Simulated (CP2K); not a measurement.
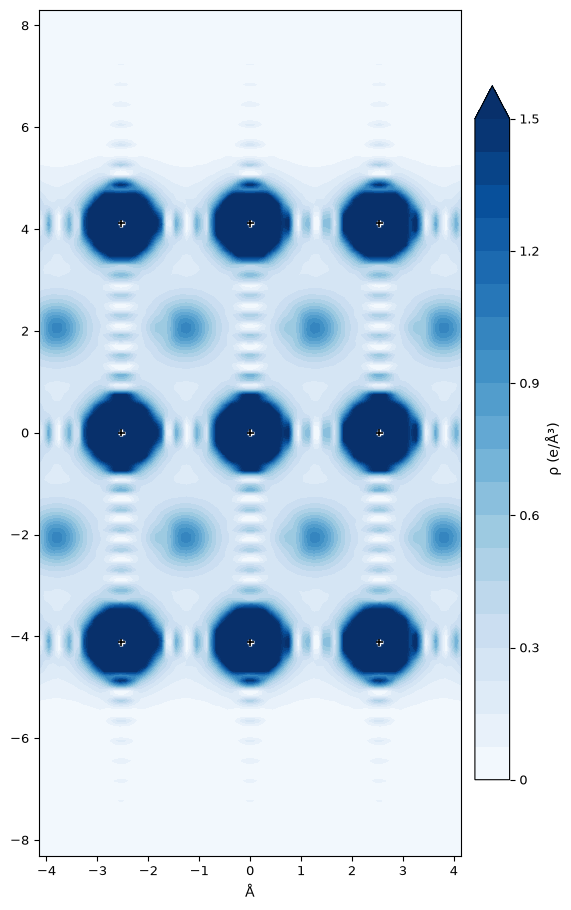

The valence charge density (pseudo) on a plane through atoms (crosses mark nuclei in the plane).

These are results of Kohn-Sham DFT of a periodic cell, PBE, GTH-PBE with UZH-TZVP basis in CP2K 2026.2, not measurements.

Candidates:
A. BN (slab), a = 2.50 Å, b = 2.50 Å, c = 24.99 Å, α = 90.00°, β = 90.00°, γ = 120.00°. 
B. Cu (slab), a = 2.53 Å, b = 2.53 Å, c = 23.23 Å, α = 90.00°, β = 90.00°, γ = 120.00°. Not relaxed (largest force 0.3 eV/Å).
C. Mo (slab), a = 2.85 Å, b = 2.85 Å, c = 24.31 Å, α = 90.00°, β = 90.00°, γ = 120.00°. 

Q: Which system is this?

A: Candidate B: Cu on the (010) plane of the calculation cell, a cut from vacuum to vacuum, which holds Cu. Cu–Cu (2.53 Å): the density is about -0.07 e/Å³ at the midpoint.
